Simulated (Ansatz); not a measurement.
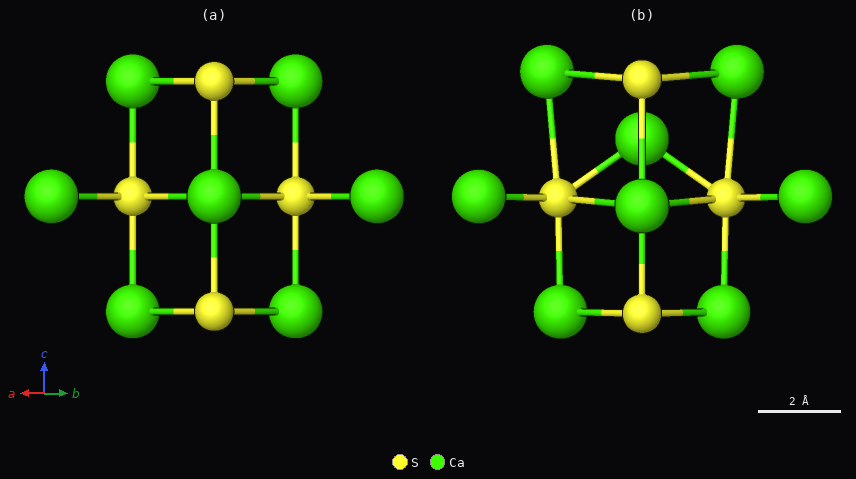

Left: perfect CaS. Right: the same region with one point defect, after relaxing the atoms in a supercell of 64 sites. The picture is a ball-and-stick view of the atoms within 4.6 Å of one point, in a slice 5.0 Å thick across the line of sight, seen along [110].

All numbers below come from DFT, PBEsol, PAW, plane waves in Ansatz 0.2.0. Settings: plane-wave cutoff 420 eV; k-point mesh 1 × 1 × 1; mesh shifted by (0.25, 0.25, 0.25); no spin polarisation. Fermi-Dirac smearing of 0.01 eV. The axes drawn are those of the host's conventional cell.

### What kind of defect was made?

An extra calcium atom is put between the host's atoms (an interstitial).

The charge state of the cell is 0.

### What does the relaxation do around it?

The Ca atom starts with 2 S at 1.99 Å, 2 Ca at 1.99 Å around its place and ends with 4 S at 2.51 Å, 4 Ca at 2.84 to 2.85 Å. Of the host's atoms, a calcium atom moves furthest from its site, by 0.41 Å. The Ca atom itself moves 1.38 Å from where it was put.
